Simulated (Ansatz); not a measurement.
**Geometry relaxation of Ru**

- system: Ru (Im-3m, 1 atom in the cell)
- method: DFT, PBE, all-electron LAPW, scalar-relativistic, no spin polarisation (Ansatz 0.2.0)

It belongs to a series of runs on one base structure; here: bcc relaxed, LAPW. Figures and captions count atoms from 1; the log counts them from 0 in places.

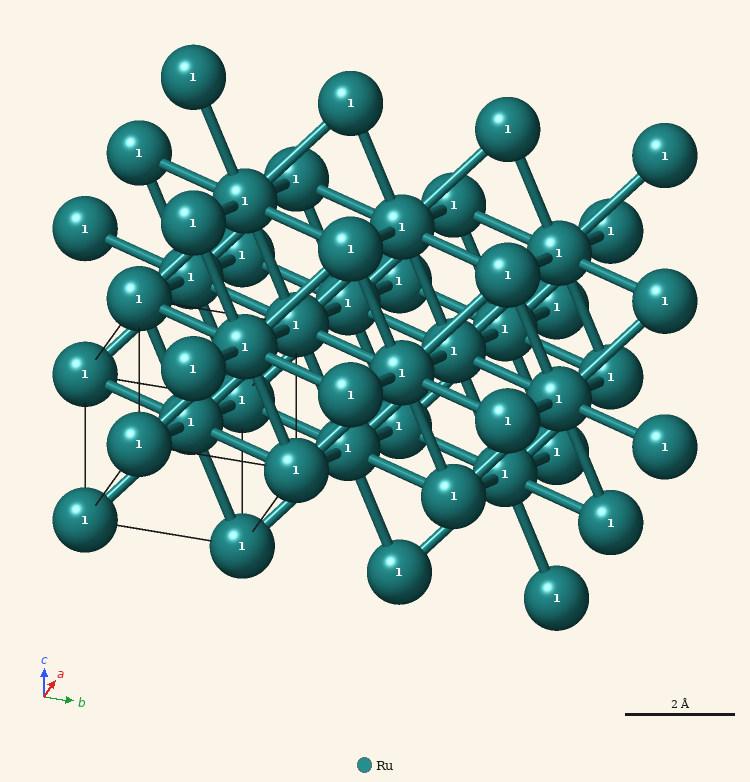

**Figure 1.** The structure as given in the input (ball-and-stick view of the cell 2 times as large as that of the calculation, set on its symmetry axes, repeated 2 × 3 × 2, seen at an oblique angle; atoms are numbered from 1 in the order of the input). Near neighbours in the crystal (not all of them lie inside the picture): Ru has 8 Ru at 2.64 Å.

### Input
```yaml
crystal:
  lattice:
    - [-1.5267235061, 1.5267235061, 1.5267235061]
    - [1.5267235061, -1.5267235061, 1.5267235061]
    - [1.5267235061, 1.5267235061, -1.5267235061]
  atoms:
    - { symbol: Ru, position: [0.0, 0.0, 0.0] }
kpoints:
  mp_grid: { grid: [19, 19, 19] }
scf:
  occupations: { method: fermi_dirac, width: 0.05 }
hamiltonian:
  xc: pbe
  pseudopotentials: { kind: all_electron, lapw: { basis_error: 0.0005 } }
output:
  forces: true
  stress: true
  eigenvalues: true
  populations: true
relax:
  f_tol: 0.005
  max_steps: 25
  cell: {}
```

Machine: 1 thread of Arm Neoverse V2, 24 GiB of memory available, shared host.

Launch command:
```bash
ansatz run input.yaml --threads 1 --pin off --max-ram 3072MiB --backend cpu --events-out ev --progress --plain --runs-dir out
```

### The program's output
```
The last accepted step is kept in [file] (removed where the run ends without a failure and the disk answers)
Ru: projections on atomic orbitals take those of the free atom 1s2 2s2 2p6 3s2 3p6 3d10 4s2 4p6 4d7 5s1, of charge +0.00 (hamiltonian.pseudopotentials.projection_atoms)
LAPW: plane waves up to 9.207 Å⁻¹, error target 5.0e-4 eV per atom; small_component_spin mean_spin; Ru in spheres of 1.283 Å, 32 of its electrons in bands, Dirac shells [] (how accurate: hamiltonian.pseudopotentials.lapw.basis_error, Limitations)
Engine: ansatz 0.2.0, aarch64-unknown-linux-gnu
Pseudopotentials: kind: all_electron
Pseudopotential: Ru, LAPW, valence charge 32, lapw/all_electron/scalar/gaussian/Ru, Koelling and Harmon's equation, gaussian nucleus
Functional definition: PBE
  parameter kappa = 0.804
  parameter beta = 0.06672455060314922
  exchange = pbe_x(kappa = kappa, mu = beta*pi^2/3)
  correlation = pbe_c(beta = beta)
Crystal: 1 atoms, lattice volume = 14.234 Å³
Basis set: ecut = 322.99729770780993 eV, 201 PW (Γ), exchange–correlation at level 2
Bands: 20, of which v1, the nominal top of the filled ones, is band 16 counted from 1 (15 counted from 0)
Symmetry: 48 space group operations
Space group: Im-3m (ITA 229), of the structure as read, at distance tolerance 2.4e-5 Å
k-points: 220 of 6859
Non-local potential: Ru, projectors of the file, none
Initial density: superposition of atomic densities (chi_scale 0.1, normalization cell)
Initial wavefunctions: plane waves of lowest kinetic energy (no species holds an atomic orbital)
Functional: x = pbe(κ = 0.804, μ = 0.2195149727645171), c = pbe(β = 0.06672455060314922)
iter 1 solved again at ethr=8.68e-4 eV; its pass at ethr=1.00e-1 eV (dr2=2.78e-1 eV) is discarded
SCF iter   1: F=—  HF=-123295.116316 eV  |F-HF|=—  |Δ(HF+E_count)|=         —  Δρ=5.73e-2  dr2=2.78e-1  ethr=8.68e-4  ⟨swp⟩=2.4  Hψ=26823  notcnv=0
preconditioner: auto → Kerker (q_TF=auto, 3.123 Å⁻¹)  [metal: Δε(μ)=0.009 eV  Ē_g=10.834 eV  σ=0.050 eV  W_gap=0.05  n_scr=12 (ndim 8)  ℏωp=27.8 eV  f_vac=0.000  D(μ)=1.85/eV (n_scr^D=18)]
iter 2 solved again at ethr=8.29e-5 eV; its pass at ethr=8.68e-4 eV (dr2=2.65e-2 eV) is discarded
SCF iter   2: F=—  HF=-123294.579663 eV  |F-HF|=—  |Δ(HF+E_count)|=   5.37e-1  Δρ=1.55e-2  dr2=2.65e-2  ethr=8.29e-5  ⟨swp⟩=2.0  Hψ=22464  notcnv=0
SCF iter   3: F=—  HF=-123294.566229 eV  |F-HF|=—  |Δ(HF+E_count)|=         —  Δρ=1.41e-2  dr2=2.31e-2  ethr=8.29e-5  ⟨swp⟩=2.0  Hψ=12728  notcnv=0
the basis was enlarged: its passes take 141.6 KiB over the memory plan, 1 of 1 planned eigensolver slots
SCF iter   4: F=—  HF=-123294.565112 eV  |F-HF|=—  |Δ(HF+E_count)|=   1.12e-3  Δρ=7.24e-3  dr2=6.81e-3  ethr=7.22e-5  ⟨swp⟩=2.0  Hψ=11188  notcnv=0
SCF iter   5: F=—  HF=-123294.564443 eV  |F-HF|=—  |Δ(HF+E_count)|=   6.69e-4  Δρ=1.90e-3  dr2=5.38e-4  ethr=2.13e-5  ⟨swp⟩=2.0  Hψ=12563  notcnv=0
SCF iter   6: F=—  HF=-123294.564444 eV  |F-HF|=—  |Δ(HF+E_count)|=   8.46e-7  Δρ=3.41e-4  dr2=1.55e-5  ethr=1.68e-6  ⟨swp⟩=2.0  Hψ=12682  notcnv=0
SCF iter   7: F=-123294.564442 eV  HF=-123294.564442 eV  |F-HF|=5.31e-8  |Δ(HF+E_count)|=   1.66e-6  Δρ=3.11e-5  dr2=6.20e-8  ethr=4.84e-8  ⟨swp⟩=2.0  Hψ=12682  notcnv=0
SCF 1 converged in 7 iterations: F = -123294.564442 eV  dr2 = 6.20e-8
relax step   1: F+E_penalty+E_count = -123294.56444228 eV  Δ(F+E_penalty+E_count) = +0.000e0 eV  max|allowed force component| = 0.000e0 eV/Å  Δτ_max = 0.0000 Å  P = -0.099 GPa  Ω = 14.234 Å³  (7 SCF iters, accepted)
Crystal: 1 atoms, lattice volume = 14.224 Å³
Basis set: ecut = 323.1566230837557 eV, 201 PW (Γ), exchange–correlation at level 2
Initial density: handed on by an earlier stage of this run
Initial wavefunctions: those handed on with the density
iter 1 solved again at ethr=8.96e-11 eV; its pass at ethr=1.00e-1 eV (dr2=2.87e-8 eV) is discarded
SCF iter   1: F=—  HF=-123294.564442 eV  |F-HF|=—  |Δ(HF+E_count)|=         —  Δρ=2.17e-5  dr2=2.85e-8  ethr=8.96e-11  ⟨swp⟩=5.8  Hψ=23989  notcnv=0
preconditioner: auto → Kerker (q_TF=auto, 3.123 Å⁻¹)  [metal: Δε(μ)=0.014 eV  Ē_g=10.872 eV  σ=0.050 eV  W_gap=0.07  n_scr=12 (ndim 8)  ℏωp=27.8 eV  f_vac=0.000  D(μ)=2.09/eV (n_scr^D=42)]
SCF iter   2: F=-123294.564442 eV  HF=-123294.564442 eV  |F-HF|=2.18e-8  |Δ(HF+E_count)|=   2.11e-7  Δρ=1.40e-5  dr2=1.61e-8  ethr=8.90e-11  ⟨swp⟩=3.0  Hψ=13314  notcnv=0
SCF 2 converged in 2 iterations: F = -123294.564442 eV  dr2 = 1.61e-8
relax step   2: F+E_penalty+E_count = -123294.56444200 eV  Δ(F+E_penalty+E_count) = +2.766e-7 eV  max|allowed force component| = 0.000e0 eV/Å  Δτ_max = 0.0000 Å  P = +0.109 GPa  Ω = 14.224 Å³  (2 SCF iters, rejected (line search))
Crystal: 1 atoms, lattice volume = 14.229 Å³
Basis set: ecut = 323.0730690006986 eV, 201 PW (Γ), exchange–correlation at level 2
iter 1 solved again at ethr=2.07e-11 eV; its pass at ethr=1.00e-1 eV (dr2=6.62e-9 eV) is discarded
SCF iter   1: F=—  HF=-123294.564444 eV  |F-HF|=—  |Δ(HF+E_count)|=         —  Δρ=1.63e-5  dr2=2.36e-8  ethr=2.07e-11  ⟨swp⟩=5.8  Hψ=24067  notcnv=0
preconditioner: auto → Kerker (q_TF=auto, 3.123 Å⁻¹)  [metal: Δε(μ)=0.014 eV  Ē_g=10.869 eV  σ=0.050 eV  W_gap=0.07  n_scr=12 (ndim 8)  ℏωp=27.8 eV  f_vac=0.000  D(μ)=2.09/eV (n_scr^D=42)]
SCF iter   2: F=-123294.564444 eV  HF=-123294.564444 eV  |F-HF|=3.87e-9  |Δ(HF+E_count)|=   6.60e-8  Δρ=7.11e-6  dr2=3.02e-9  ethr=2.07e-11  ⟨swp⟩=3.0  Hψ=13633  notcnv=0
SCF 3 converged in 2 iterations: F = -123294.564444 eV  dr2 = 3.02e-9
relax step   3: F+E_penalty+E_count = -123294.56444387 eV  Δ(F+E_penalty+E_count) = -1.592e-6 eV  max|allowed force component| = 0.000e0 eV/Å  Δτ_max = 0.0000 Å  P = -0.001 GPa  Ω = 14.229 Å³  (2 SCF iters, accepted)
iter 1 solved again at ethr=9.17e-12 eV; its pass at ethr=1.00e-1 eV (dr2=2.93e-9 eV) is discarded
SCF iter   1: F=—  HF=-123294.564444 eV  |F-HF|=—  |Δ(HF+E_count)|=         —  Δρ=7.02e-6  dr2=2.95e-9  ethr=9.17e-12  ⟨swp⟩=7.2  Hψ=31302  notcnv=0  reapply=77
SCF iter   2: F=-123294.564444 eV  HF=-123294.564444 eV  |F-HF|=5.38e-10  |Δ(HF+E_count)|=   5.57e-9  Δρ=4.75e-6  dr2=1.64e-9  ethr=9.17e-12  ⟨swp⟩=2.0  Hψ=12682  notcnv=0
SCF 4 converged in 2 iterations: F = -123294.564444 eV  dr2 = 1.64e-9
relax step   4: F+E_penalty+E_count = -123294.56444388 eV  Δ(F+E_penalty+E_count) = -6.825e-9 eV  max|allowed force component| = 0.000e0 eV/Å  Δτ_max = 0.0000 Å  P = -0.000 GPa  Ω = 14.229 Å³  stress off target by 3.65e-4 GPa  SCF on the basis re-selected at this cell (its energy is not comparable with the rows above)  (2 SCF iters)
```

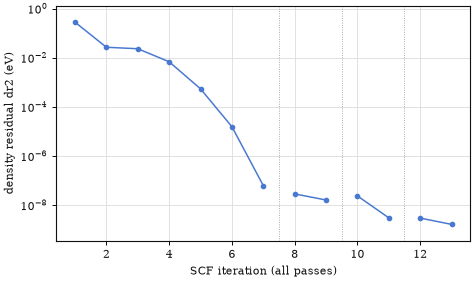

**Figure 2.** Convergence of the self-consistent field: density residual dr2 against the SCF iteration. The dotted lines part the SCF passes of the relaxation: geometry steps, rejected trials and re-solves on a re-selected basis. The passes take 7, 2, 2 and 2 iterations.

```
basis re-selected at this cell: Δ(F+E_penalty+E_count) = -6.825e-9 eV, ΔP = +0.000 GPa vs the last step (what re-selecting the basis moved, after the strain that the cell walked since its last selection, with what the two solves' SCF thresholds leave and, on support functions, any second-order correction that the steps lacked; it is no measure of the basis error at this ecutwfc). This SCF's stress stands 3.65e-4 GPa from its target on what of the cell is left free (relax.cell.stress_tol is 5.00e-2 GPa) and its largest allowed force component is 0.00e0 eV/Å (relax.f_tol is 5.00e-3 eV/Å): within both
SCF converged after 2 iterations
Free energy (F): -123294.564444 eV
Harris-Foulkes:  -123294.564444 eV  (|F-HF|=5.38e-10)
Internal energy: -123294.547357 eV  (E = F + TS)
E sigma→0 (E₀):  -123294.555901 eV
Entropy (-TS):   -0.017087 eV (-17.087 meV/atom)
Fermi energy:    24.509217 eV
--- Per-component energies (eV) ---
  E_band       = -5003.384321
  E_kinetic    = 128211.048177
  E_xc         = -3641.096754
  E_electrostatic = -247864.498781  (all electrons and nuclei)
  E_smearing   = -0.017087  (= −TS)
  E_closure    = 0.000000  (closes the sum)
  E_atoms      = -123285.943890  (free atoms, spherical and without spin; not in F)
  Σ components = -123294.564444   (vs F -123294.564444, Δ=0.00e0)
  Basis errors (estimates in eV, not in F): energy 1.4e-4 per atom: plane waves 1.2e-4 (6.3e-5 summed), levels above the bands 3.3e-103, relativity 4.3e-8, radial functions 2.2e-5, core shells 1.3e-7; eigenvalues (radial functions only) 1.1e-6; not estimated: angular momenta, meshes, grids; target (lapw.basis_error) 5.0e-4; muffin-tin radii Ru 1.282 Å
--- Forces (eV/Å), atoms counted from 1 ---
  atom   1  Ru    -0.00000000     0.00000000     0.00000000
  max |Σ_I F_I| component: 6.41e-31 eV/Å
--- Stress (GPa, compression-positive) ---
       -0.000365      -0.000000      -0.000000
       -0.000000      -0.000365      -0.000000
       -0.000000      -0.000000      -0.000365
  P = ⅓ Tr σ = -0.0004 GPa (-0.004 kbar)
--- Band table (eV; the first three rows and the last of 220) ---
  k-point 0: bands = ["-419.1848", "-419.1848", "-419.1848", "-245.2499", "-245.2499", "-245.2370", "-245.2370", "-245.2370", "-48.5764", "-18.0278", "-18.0278", "-18.0278", "16.6356", "21.7652", "21.7652", "21.7652", "24.4120", "24.4120", "41.3869", "41.3869"]
  k-point 1: bands = ["-419.1848", "-419.1848", "-419.1848", "-245.2499", "-245.2499", "-245.2370", "-245.2370", "-245.2370", "-48.5721", "-18.0541", "-18.0363", "-18.0278", "16.7553", "21.7104", "21.7621", "21.8672", "24.3389", "24.4153", "41.4524", "41.5146"]
  k-point 2: bands = ["-419.1848", "-419.1848", "-419.1848", "-245.2499", "-245.2499", "-245.2370", "-245.2370", "-245.2370", "-48.5596", "-18.1296", "-18.0608", "-18.0280", "17.1002", "21.5554", "21.7451", "22.1689", "24.1643", "24.4271", "41.5902", "41.7929"]
  k-point 219: bands = ["-419.1848", "-419.1848", "-419.1848", "-245.2499", "-245.2499", "-245.2369", "-245.2369", "-245.2369", "-48.3000", "-18.6857", "-18.6813", "-18.6813", "18.4364", "18.4529", "26.1409", "26.1409", "26.2183", "33.4688", "33.8812", "33.8812"]
--- Relaxed structure (3 steps of the walk, 2 accepted, 1 SCFs on fresh bases) ---
  F+E_penalty+E_count = -123294.56444388 eV   max|allowed force component| = 0.000e0 eV/Å   (the final SCF, on the basis selected at the relaxed cell)
  cell:  # Å, volume = 14.2295 Å³
    - [-1.5265444620869932, 1.5265444620869932, 1.5265444620869932]
    - [1.5265444620869932, -1.5265444620869932, 1.5265444620869932]
    - [1.5265444620869932, 1.5265444620869932, -1.5265444620869932]
  atoms:
    - { symbol: Ru, position: [0.0, 0.0, 0.0] }
--- Löwdin populations: 1 site ---
  site symbol       q [e]
     0     Ru     43.9090
  spilling = 0.002067 (of n_electrons = 44.000000)
```

### File populations.tsv
```
# site	symbol	l	j	q
# orbitals = lowdin
# n_electrons = 44.000000
# spilling = 0.002067
# projection_atom_Ru: 1s2 2s2 2p6 3s2 3p6 3d10 4s2 4p6 4d7 5s1
0	Ru	0_1S	-	1.999997
0	Ru	0_2S	-	1.999862
0	Ru	0_3S	-	1.997702
0	Ru	0_4S	-	1.961543
0	Ru	0_5S	-	0.781971
0	Ru	1_2P	-	6.000000
0	Ru	1_3P	-	5.999958
0	Ru	1_4P	-	5.993830
0	Ru	2_3D	-	9.999988
0	Ru	2_4D	-	7.174195
```

### Trajectory as extended XYZ (Å, eV, eV/Å), 4 frames, from step=1 to step=4
```
1
Lattice="-1.5267 1.5267 1.5267 1.5267 -1.5267 1.5267 1.5267 1.5267 -1.5267" Properties=species:S:1:pos:R:3:forces:R:3 step=1 energy=-123294.56444 pressure_GPa=-0.10
Ru    0.0000    0.0000    0.0000    0.0000   0.0000   0.0000
1
Lattice="-1.5263 1.5263 1.5263 1.5263 -1.5263 1.5263 1.5263 1.5263 -1.5263" Properties=species:S:1:pos:R:3:forces:R:3 step=2 energy=-123294.56444 pressure_GPa=0.11 accepted=F
Ru    0.0000    0.0000    0.0000    0.0000   0.0000   0.0000
1
Lattice="-1.5265 1.5265 1.5265 1.5265 -1.5265 1.5265 1.5265 1.5265 -1.5265" Properties=species:S:1:pos:R:3:forces:R:3 step=3 energy=-123294.56444 pressure_GPa=-0.00
Ru    0.0000    0.0000    0.0000    0.0000   0.0000   0.0000
1
Lattice="-1.5265 1.5265 1.5265 1.5265 -1.5265 1.5265 1.5265 1.5265 -1.5265" Properties=species:S:1:pos:R:3:forces:R:3 step=4 energy=-123294.56444 pressure_GPa=-0.00
Ru    0.0000    0.0000    0.0000    0.0000   0.0000   0.0000
```

### Results in brief

```csv
quantity,value
outcome,converged
space group (tolerance 0.01 Å),Im-3m (229)
electrons in bands (core shells apart),32
free energy,−123294.5644 eV
Fermi energy,24.509 eV
pressure,0.00 GPa
final volume,14.23 Å³
largest force (length of the vector) at the end,under 0.001 eV/Å
final cell,"a = 2.644 Å, b = 2.644 Å, c = 2.644 Å, α = 109.47°, β = 109.47°, γ = 109.47°"
wall time,57 s
peak memory,0.44 GiB
```
